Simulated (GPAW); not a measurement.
# 1 ML Co on Ta(110), 1 substrate layers: a ladder in the smearing, part 2 of 2

Aim: see how far moments and order energies of 1 ML Co on Ta(110), 1 substrate layers move with the smearing, and what each rung costs.

GPAW 26.7.0; LDA; plane waves with GPAW's PAW setups, scalar-relativistic.

So far, largest spin moment in the augmentation sphere (μB): step 2 (rung 1 (width 0.4 eV), start ferro +) 1.06; step 3 (rung 1 (width 0.4 eV), start antiferro q=(0,1/2,0) +-) 0.840; step 4 (rung 2 (width 0.2 eV), start ferro +) 1.47; step 5 (rung 2 (width 0.2 eV), start antiferro q=(0,1/2,0) +-) 1.35; step 6 (rung 3 (width 0.1 eV), start ferro +) 1.55.

### 7. Rung 3 (width 0.1 eV), start antiferro q=(0,1/2,0) +-

The input, order2.py:

```python
import json
import numpy as np
from ase import Atoms
from ase.parallel import paropen, parprint
from gpaw import GPAW

atoms = Atoms(['Ta', 'Ta', 'Co', 'Co'],
    cell=[[1.65128, -2.335263, 0.0],
         [3.30256, 4.670526, 0.0],
         [0.0, 0.0, 16.110911]],
    scaled_positions=[[0.0, 0.0, 0.434488],
         [0.0, 0.5, 0.434488],
         [0.5, 0.25, 0.565512],
         [0.5, 0.75, 0.565512]],
    pbc=True,
    magmoms=[0.0, 0.0, 2.0, -2.0])
atoms.calc = GPAW(mode={'name': 'pw', 'ecut': 550},
    xc='LDA',
    kpts={'size': (10, 5, 1), 'gamma': True},
    occupations={'name': 'fermi-dirac', 'width': 0.1},
    convergence={'density': 1e-05, 'energy': 1e-05},
    maxiter=200,
    symmetry={'tolerance': 1e-4},
    txt='order2.txt')
e = atoms.get_potential_energy(force_consistent=True)
res = {'free_energy': e, 'energy_sigma0': atoms.get_potential_energy(), 'fermi_energy': atoms.calc.get_fermi_level()}
res['moments'] = atoms.get_magnetic_moments().tolist()
res['total'] = atoms.get_magnetic_moment()
parprint('site moments (muB):', np.round(res['moments'], 3))
parprint(f"total moment: {res['total']:.3f} muB")
parprint(f'free energy: {e:.6f} eV')
atoms.calc.write('order2.gpw')
with paropen('results.json', 'w') as f:
    json.dump(res, f)
```

The run is started by

```console
> OMP_NUM_THREADS=1 mpirun -n 2 gpaw python order2.py > order2.log
```

Log:

```text
site moments (muB): [ 0.     0.     1.443 -1.443]
total moment: 0.000 muB
free energy: -33.650689 eV

--- order2.txt ---
Input parameters:
  mode=PW(ecut=550),
  convergence={'density': 1e-05, 'energy': 1e-05},
  kpts=MonkhorstPack(size=(10, 5, 1), gamma=True),
  maxiter=200,
  occupations=Occupations(name='fermi-dirac', width=0.1),
  symmetry=Symmetry(tolerance=0.0001),
  xc=XC(name='LDA')

[...]
|         17 |        -1.788 |     1.000 |        -1.788 |     1.000 |
|         18 |        -1.599 |     1.000 |        -1.599 |     1.000 |
[...]
|         27 |         2.237 |     0.000 |         2.237 |     0.000 |
|         28 |         2.245 |     0.000 |         2.245 |     0.000 |
|         29 |         2.513 |     0.000 |         2.513 |     0.000 |
|         30 |         2.608 |     0.000 |         2.608 |     0.000 |

No gap
No difference between direct/indirect transitions

[key lines of the parts left out:]
Free energy:     -33.650689
Converged in 19 steps
dipole moment: (-11.914596, -16.849776, 0.074433)  # |e|*Ang
Fermi level: -0.817
```

Elapsed: 1.9 min, on 2 MPI ranks of Arm Neoverse V2, shared host; peak memory 0.78 GiB; 3.9 min of CPU time.

Numbers from this step:

```yaml
magnetization: 0 μB
final_state: antiferromagnetic
largest_moment: 1.443 μB
```

This start lies +59.1 meV a seeded atom from the first, a change of +20.1 meV since rung 2; its largest moment is 1.44 μB.

### 8. Rung 4 (width 0.05 eV), start ferro +

The input, order1.py:

```python
import json
import numpy as np
from ase import Atoms
from ase.parallel import paropen, parprint
from gpaw import GPAW

atoms = Atoms(['Ta', 'Co'],
    cell=[[1.65128, -2.335263, 0.0],
         [1.65128, 2.335263, 0.0],
         [0.0, 0.0, 16.110911]],
    scaled_positions=[[0.0, 0.0, 0.434488],
         [0.5, 0.5, 0.565512]],
    pbc=True,
    magmoms=[0.0, 2.0])
atoms.calc = GPAW(mode={'name': 'pw', 'ecut': 550},
    xc='LDA',
    kpts={'size': (10, 10, 1), 'gamma': True},
    occupations={'name': 'fermi-dirac', 'width': 0.05},
    convergence={'density': 1e-05, 'energy': 1e-05},
    maxiter=200,
    symmetry={'tolerance': 1e-4},
    txt='order1.txt')
e = atoms.get_potential_energy(force_consistent=True)
res = {'free_energy': e, 'energy_sigma0': atoms.get_potential_energy(), 'fermi_energy': atoms.calc.get_fermi_level()}
res['moments'] = atoms.get_magnetic_moments().tolist()
res['total'] = atoms.get_magnetic_moment()
parprint('site moments (muB):', np.round(res['moments'], 3))
parprint(f"total moment: {res['total']:.3f} muB")
parprint(f'free energy: {e:.6f} eV')
atoms.calc.write('order1.gpw')
with paropen('results.json', 'w') as f:
    json.dump(res, f)
```

The run is started by

```console
> OMP_NUM_THREADS=1 mpirun -n 2 gpaw python order1.py > order1.log
```

Log:

```text
site moments (muB): [0.042 1.573]
total moment: 1.662 muB
free energy: -16.838528 eV

--- order1.txt ---
Input parameters:
  mode=PW(ecut=550),
  convergence={'density': 1e-05, 'energy': 1e-05},
  kpts=MonkhorstPack(size=(10, 10, 1), gamma=True),
  maxiter=200,
  occupations=Occupations(name='fermi-dirac', width=0.05),
  symmetry=Symmetry(tolerance=0.0001),
  xc=XC(name='LDA')

Diagonalizing LCAO Hamiltonian
[...]
|          6 |        -3.290 |     1.000 |        -2.220 |     1.000 |
|          7 |        -2.645 |     1.000 |        -1.513 |     1.000 |
[...]
|         15 |         2.488 |     0.000 |         2.604 |     0.000 |
|         16 |         2.963 |     0.000 |         2.998 |     0.000 |
|         17 |         3.704 |     0.000 |         3.720 |     0.000 |
|         18 |         3.905 |     0.000 |         3.947 |     0.000 |

No gap
No difference between direct/indirect transitions

[key lines of the parts left out:]
Free energy:     -16.838528
Converged in 18 steps
dipole moment: (-11.914604, -0.000000, 0.043345)  # |e|*Ang
Fermi level: -0.837
```

Run time: 35 s. Hardware: 2 MPI ranks; peak memory 0.5 GiB; 71 s of CPU time.

Read from the output:

```
magnetization  : 1.662 μB
final state    : ferromagnetic
largest moment : 1.573 μB
```

The largest moment moves by +0.03 μB from rung 3, at 1.00 times its CPU time.

### 9. Rung 4 (width 0.05 eV), start antiferro q=(0,1/2,0) +-

order2.py is the script of step 7 with these lines changed:

```diff
@@ -19,3 +19,3 @@
     kpts={'size': (10, 5, 1), 'gamma': True},
-    occupations={'name': 'fermi-dirac', 'width': 0.1},
+    occupations={'name': 'fermi-dirac', 'width': 0.05},
     convergence={'density': 1e-05, 'energy': 1e-05},
```

The run is started by

```console
> OMP_NUM_THREADS=1 mpirun -n 2 gpaw python order2.py > order2.log
```

Log:

```text
site moments (muB): [-0.   -0.    1.47 -1.47]
total moment: -0.000 muB
free energy: -33.540007 eV

--- order2.txt ---
Input parameters:
  mode=PW(ecut=550),
  convergence={'density': 1e-05, 'energy': 1e-05},
  kpts=MonkhorstPack(size=(10, 5, 1), gamma=True),
  maxiter=200,
  occupations=Occupations(name='fermi-dirac', width=0.05),
  symmetry=Symmetry(tolerance=0.0001),
  xc=XC(name='LDA')

[...]
|         17 |        -1.782 |     1.000 |        -1.782 |     1.000 |
|         18 |        -1.586 |     1.000 |        -1.586 |     1.000 |
[...]
|         27 |         2.249 |     0.000 |         2.249 |     0.000 |
|         28 |         2.252 |     0.000 |         2.252 |     0.000 |
|         29 |         2.523 |     0.000 |         2.523 |     0.000 |
|         30 |         2.620 |     0.000 |         2.620 |     0.000 |

No gap
No difference between direct/indirect transitions

[key lines of the parts left out:]
Free energy:     -33.540007
Converged in 21 steps
dipole moment: (-11.914841, -16.850122, 0.074497)  # |e|*Ang
Fermi level: -0.802
```

Run time: 2 min. Hardware: 2 MPI ranks; peak memory 0.78 GiB; 4.1 min of CPU time.

Read from the output:

- magnetization: 0 μB
- final state: antiferromagnetic
- largest moment: 1.470 μB

This start lies +68.5 meV a seeded atom from the first, a change of +9.4 meV since rung 3; its largest moment is 1.47 μB.

### 10. Rung 5 (width 0.02 eV), start ferro +

order1.py is the script of step 8 with these lines changed:

```diff
@@ -17,3 +17,3 @@
     kpts={'size': (10, 10, 1), 'gamma': True},
-    occupations={'name': 'fermi-dirac', 'width': 0.05},
+    occupations={'name': 'fermi-dirac', 'width': 0.02},
     convergence={'density': 1e-05, 'energy': 1e-05},
```

The run is started by

```console
> OMP_NUM_THREADS=1 mpirun -n 2 gpaw python order1.py > order1.log
```

Log:

```text
site moments (muB): [0.058 1.574]
total moment: 1.692 muB
free energy: -16.825369 eV

--- order1.txt ---
Input parameters:
  mode=PW(ecut=550),
  convergence={'density': 1e-05, 'energy': 1e-05},
  kpts=MonkhorstPack(size=(10, 10, 1), gamma=True),
  maxiter=200,
  occupations=Occupations(name='fermi-dirac', width=0.02),
  symmetry=Symmetry(tolerance=0.0001),
  xc=XC(name='LDA')

Diagonalizing LCAO Hamiltonian
[...]
|          6 |        -3.289 |     1.000 |        -2.221 |     1.000 |
|          7 |        -2.659 |     1.000 |        -1.516 |     1.000 |
[...]
|         15 |         2.475 |     0.000 |         2.602 |     0.000 |
|         16 |         2.952 |     0.000 |         3.000 |     0.000 |
|         17 |         3.704 |     0.000 |         3.721 |     0.000 |
|         18 |         3.905 |     0.000 |         3.950 |     0.000 |

No gap
No difference between direct/indirect transitions

[key lines of the parts left out:]
Free energy:     -16.825369
Converged in 20 steps
dipole moment: (-11.915106, -0.000000, 0.044566)  # |e|*Ang
Fermi level: -0.840
```

The job ended after 39 s (2 MPI ranks; peak memory 0.5 GiB).

Numbers from this step:

```yaml
magnetization: 1.692 μB
final_state: ferromagnetic
largest_moment: 1.574 μB
```

The largest moment is that of rung 4, at 1.1 times its CPU time.

### 11. Rung 5 (width 0.02 eV), start antiferro q=(0,1/2,0) +-

order2.py is the script of step 9 with these lines changed:

```diff
@@ -19,3 +19,3 @@
     kpts={'size': (10, 5, 1), 'gamma': True},
-    occupations={'name': 'fermi-dirac', 'width': 0.05},
+    occupations={'name': 'fermi-dirac', 'width': 0.02},
     convergence={'density': 1e-05, 'energy': 1e-05},
```

The run is started by

```console
> OMP_NUM_THREADS=1 mpirun -n 2 gpaw python order2.py > order2.log
```

Log:

```text
site moments (muB): [ 0.     0.     1.473 -1.473]
total moment: -0.000 muB
free energy: -33.507532 eV

--- order2.txt ---
Input parameters:
  mode=PW(ecut=550),
  convergence={'density': 1e-05, 'energy': 1e-05},
  kpts=MonkhorstPack(size=(10, 5, 1), gamma=True),
  maxiter=200,
  occupations=Occupations(name='fermi-dirac', width=0.02),
  symmetry=Symmetry(tolerance=0.0001),
  xc=XC(name='LDA')

[...]
|         17 |        -1.773 |     1.000 |        -1.773 |     1.000 |
|         18 |        -1.578 |     1.000 |        -1.578 |     1.000 |
[...]
|         27 |         2.256 |     0.000 |         2.256 |     0.000 |
|         28 |         2.257 |     0.000 |         2.257 |     0.000 |
|         29 |         2.529 |     0.000 |         2.529 |     0.000 |
|         30 |         2.627 |     0.000 |         2.627 |     0.000 |

No gap
No difference between direct/indirect transitions

[key lines of the parts left out:]
Free energy:     -33.507532
Converged in 20 steps
dipole moment: (-11.914907, -16.850215, 0.073776)  # |e|*Ang
Fermi level: -0.792
```

Wall time 2 min (2 MPI ranks); peak memory 0.78 GiB; 4 min of CPU time.

This step gave:

```yaml
magnetization: 0 μB
final_state: antiferromagnetic
largest_moment: 1.473 μB
```

This start lies +71.6 meV a seeded atom from the first, a change of +3.1 meV since rung 4; its largest moment is 1.47 μB.

### 12. The rungs together

Ladder, by row:

```csv
rung,smearing (eV),state from the first start,state from the second start,second less first (meV a seeded atom),"moment, first (μB)","moment, second (μB)",CPU time (s)
1,0.4,ferromagnetic,antiferromagnetic,9.577,1.058,0.8397,348.3
2,0.2,ferromagnetic,antiferromagnetic,39.05,1.469,1.35,308.2
3,0.1,ferromagnetic,antiferromagnetic,59.13,1.546,1.443,303.3
4,0.05,ferromagnetic,antiferromagnetic,68.52,1.573,1.47,315.9
5,0.02,ferromagnetic,antiferromagnetic,71.6,1.574,1.473,318.8
```

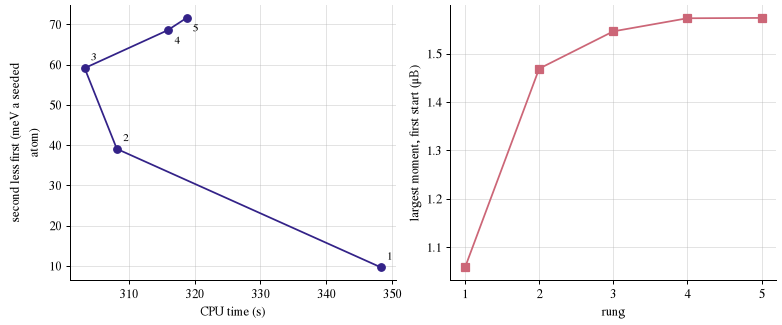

Result against cost, rungs numbered as in the table, and the moment by rung.

### 13. Summary of results

| Item | Value |
| --- | --- |
| range of the moment in the table, first start | 1.06 to 1.57 μB |
| range of CPU time | 5.1 min to 5.8 min |
| range of the energy difference | 9.58 to 71.6 meV a seeded atom |
| first rung from which all stay within 3.6 meV of the last | 4 |

What this shows: From rung 4 on the result stays within 3.1 meV of the last rung, inside the margin of 3.6 meV set for it, at 99 % of the last rung's cost. The first start ends lower on every rung of the table; whether functional and cell give the true order is another question. The mesh stays the same, and a narrow smearing needs a finer one, so the last rung is no sure reference.

[Logs and program files are shortened in this print: banners, set-up blocks, solver, clock and traceback lines can be left out without a mark of their own.]

[Logs are printed without paths, hosts, clocks, repeated set-up lines and the standing remarks that a program may print on its own settings, such as how far it seeks lower states.]

[Hosts, paths, dates, database ids (printed as entryN), source tags and the programs' standing remarks are cut or masked in the printed files.]

[Where a cell is said to come from a database of computed structures, the database is the Materials Project.]
